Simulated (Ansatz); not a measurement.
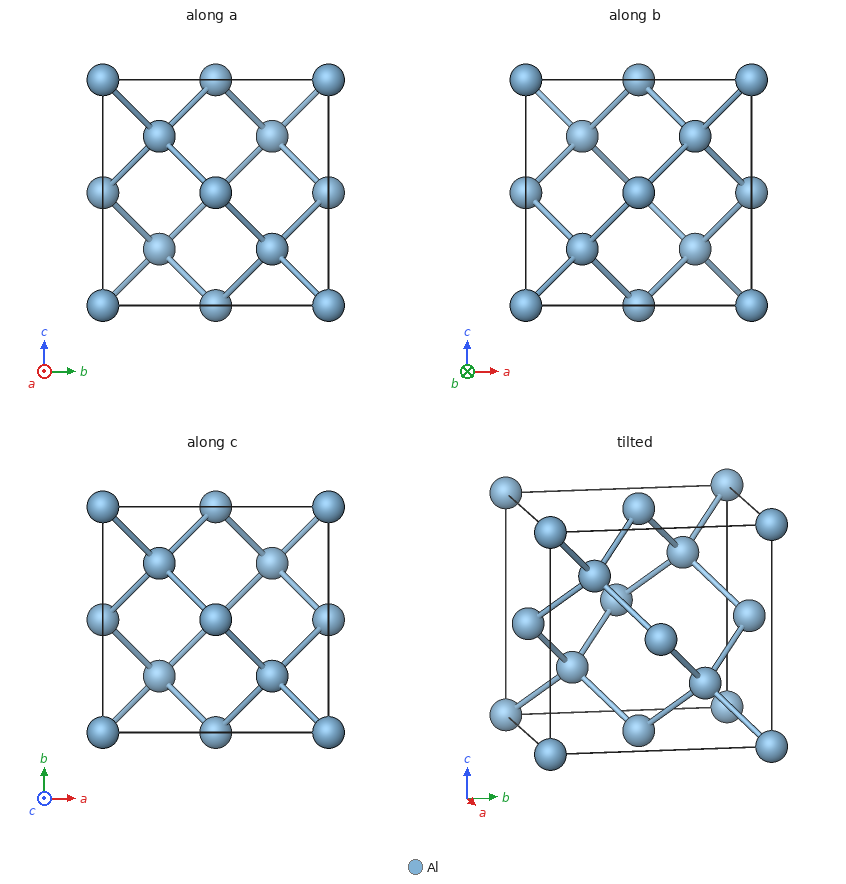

A ball-and-stick rendering, viewed along the a axis, along the b axis, along the c axis and slightly off an axis. One conventional unit cell is outlined, and atoms on its boundary appear in each equivalent place.

Lattice parameters: a = 6.260 Å, b = 6.260 Å, c = 6.260 Å, α = 90.00°, β = 90.00°, γ = 90.00°. Put a along x and b in the xy plane.

### Give the atomic positions as a POSCAR file.

```
Al
1.0
     6.260    0.000    0.000
     0.000    6.260    0.000
     0.000    0.000    6.260
Al
8
Direct
  0.7500 0.7500 0.2500
  0.0000 0.5000 0.5000
  0.7500 0.2500 0.7500
  0.0000 0.0000 0.0000
  0.2500 0.7500 0.7500
  0.5000 0.5000 0.0000
  0.2500 0.2500 0.2500
  0.5000 0.0000 0.5000
```

Origin of the cell: a structure type filled with this element by a generator (whether the element takes this form wasn't checked). Earlier steps of the study may have refined or changed the cell and positions. A calculation with Ansatz used it as input.
